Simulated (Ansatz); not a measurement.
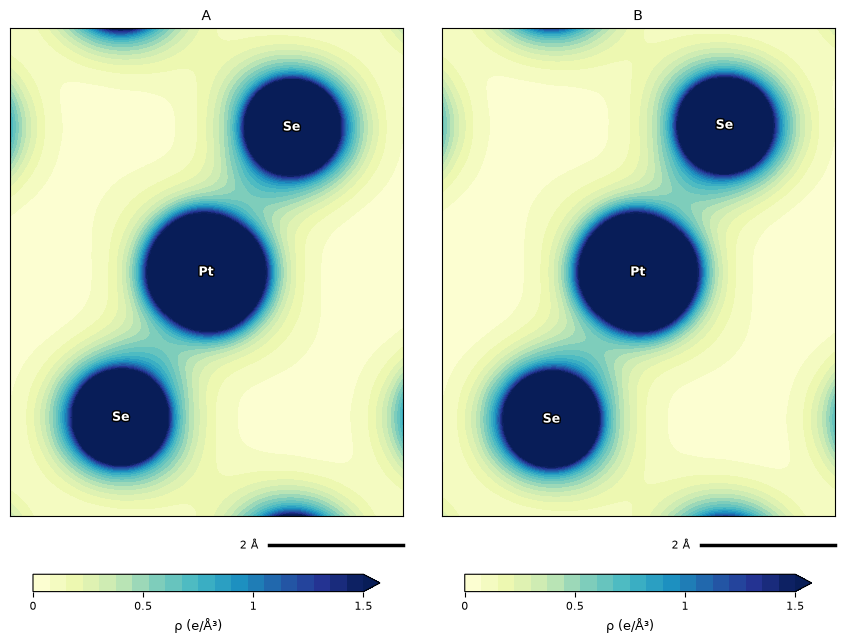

PtSe2. The valence electron density of two cells that differ in size, on the (110) plane of each (indices in the axes of the calculation cell), at one length scale and on one colour scale: B has 21.5 Å³ an atom and A 20.7.

Computed with Kohn-Sham DFT of a periodic cell, PBE, Ansatz PAW (Ansatz 0.2.0).

The density is the valence pseudo-density of a PAW calculation; it isn't the true density close to the nuclei.

**What changes from the larger cell to the smaller?**

From the larger cell to the smaller, Pt–Se goes from 2.54 to 2.51 Å, and the density at its midpoint from 0.55 to 0.58 e/Å³; the pressure goes from −0.1 to 4.5 GPa.
